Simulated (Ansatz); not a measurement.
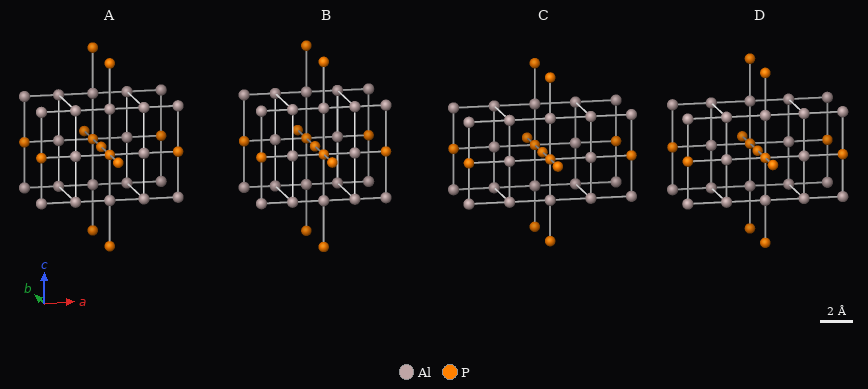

4 geometries from one relaxation of a crystal of Al$_{3}$P$_{2}$ (a generated structure, set up in Pmmm) (coarse preliminary run), in shuffled order. The picture is a ball-and-stick view of the cell of the calculation, seen slightly off an axis.

Level of theory: Ansatz 0.2.0, DFT PBE, scalar-relativistic, plane waves, PAW. Set-up: plane-wave cutoff 420 eV; k-point mesh 4 × 4 × 4; occupations gaussian; smearing width 0.1 eV; no spin polarisation; cell and atoms relaxed; force threshold 0.04 eV/Å; at most 70 steps.

### Put them in the order of the run, from the start to the converged end.

B, A, D, C. They are steps 0, 2, 5, 11, at +6.420 eV per cell of the calculation, +2.674 eV per cell of the calculation, +0.230 eV per cell of the calculation relative to the last. The energy falls by 6.420 eV per cell of the calculation in 9 accepted moves (11 points after the start). All forces vanish by symmetry, so only the cell relaxes. Pressure: 22.72 GPa at the start and 0.03 GPa at the end. At 2 points the geometry stayed and the basis and grid were re-selected for the new cell (energy shift of 87.0 meV per cell of the calculation at most each time). The atoms keep their places relative to the cell (all moves are under 0.005 Å). The drawn cell changes as follows: a 3.990 → 5.208 Å (+30.5 %), b 4.909 → 4.359 Å (−11.2 %), c 5.917 → 5.230 Å (−11.6 %); the volume changes by +2.4 %. Some distances before and after: Al–P 1.995 → 2.604 Å, Al–Al 1.995 → 2.604 Å, Al–Al 2.959 → 2.615 Å, Al–P 2.959 → 2.615 Å. The space group stays Pmmm (No. 47). Cost: 33 s on 1 thread of Intel(R) Xeon(R) Platinum 8488C (Sapphire Rapids), with other jobs on the host, peak memory 0.42 GiB.

Limits of the set-up: the k-point mesh is coarse for a cell with partly filled bands.
